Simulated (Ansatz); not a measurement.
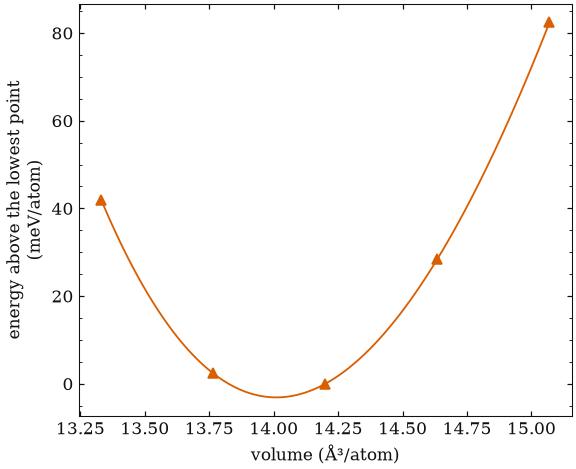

The plot gives the computed energy above the lowest point against volume.

Method: equation of state of a cubic crystal from periodic Kohn-Sham density functional theory without spin, third-order Birch-Murnaghan fit to the free energies; pressure corrected for the finite basis (Ansatz 0.2.0 development build). Level: HSE06.

> For which of these solids was it computed?
A. CaO, Fm-3m (No. 225)
B. AlP, F-43m (No. 216)
C. Ir, Fm-3m (No. 225)

C, Ir: energy above the lowest point from 0.0 meV/atom to 82.4 meV/atom, V0 14.01 Å³/atom, B0 396 GPa. The others give: AlP, energy above the lowest point from 0.0 meV/atom to 28.5 meV/atom, V0 20.6 Å³/atom, B0 90.8 GPa; CaO, energy above the lowest point from 0.0 meV/atom to 21.0 meV/atom, V0 13.81 Å³/atom, B0 115 GPa.

For AlP, limits of the calculation: modest k-mesh, values are not fully converged in k.

For Ir, limits of the calculation: coarse k-mesh, values are not converged in k.
